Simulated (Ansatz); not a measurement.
## Electronic structure of LaB in real space

The calculation's input:

```
crystal:
  lattice:
    - [0.0, 2.8730999771, 2.8730999771]
    - [2.8730999771, 0.0, 2.8730999771]
    - [2.8730999771, 2.8730999771, 0.0]
  atoms:
    - { symbol: La, position: [0.5, 0.5, 0.5] }
    - { symbol: B, position: [0.0, 0.0, 0.0] }
basis:
  ecutwfc: 420
  ecutrho_ratio: 4
kpoints:
  mp_grid: { grid: [10, 10, 10] }
hamiltonian:
  xc: pbe
scf:
  occupations: { method: gaussian, width: 0.05 }
output:
  forces: true
  stress: true
  eigenvalues: true
  write_density: true
  write_potential: true
  elf: true
  volumetric_format: npy
```

Run with:

```sh
ansatz run input.yaml --threads 2 --pin off --max-ram 2662MiB --backend cpu --events-out ev --progress --plain --runs-dir out
```

Below, planes, directions and counts refer to the conventional cell (a = 5.75 Å, b = 5.75 Å, c = 5.75 Å, α = 90.00°, β = 90.00°, γ = 90.00°).

Space group Fm-3m; started from the rocksalt prototype, which need not be the ambient phase; changed on purpose from its base cell (volume × 1.040); computed pressure about −2 GPa in this cell.

Computed with Ansatz, DFT PBE, scalar-relativistic, plane waves, PAW.

In a PAW calculation such maps are meaningful between the atoms, not at the nuclei.

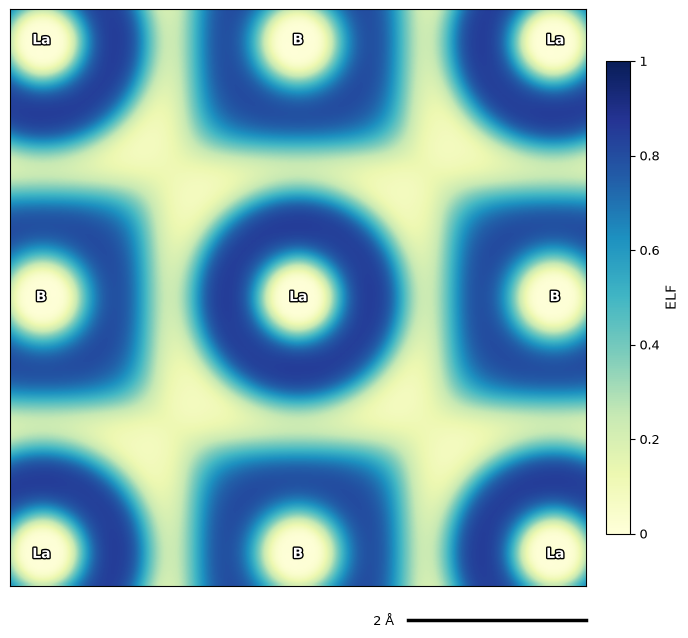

Figure 1. Electron localisation function on the (001) plane of the conventional cell.

Describe what can be read from this map.

Answer.
- The plane passes through La and B nuclei.
- La–B (2.87 Å): the ELF peaks at about 0.80 in the valence shell of B, 0.8 Å from its nucleus, and drops to about 0.25 between the two atoms.
- The features right at La lie inside the PAW spheres, where the map follows smoothed inner orbitals and isn't to be read closely.

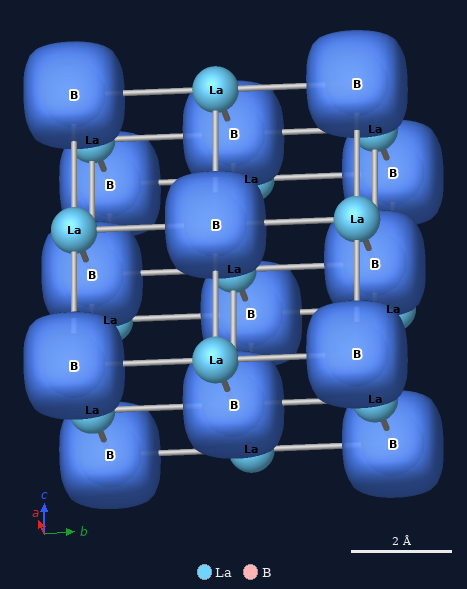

Figure 2. Isosurface of the electron localisation function at 0.7 (blue), seen at an oblique angle. Core shells and regions of very low density are left out. Sticks mark near contacts.

What do the ELF domains correspond to?

Answer. At this value the surface marks out four regions wrapped around B (the valence shell of each), counted in one cell of 8 atoms. Regions shared between cells count once.

Does the calculation give a band gap?

Answer. It is metallic or semimetallic at this level of theory: no gap opens.
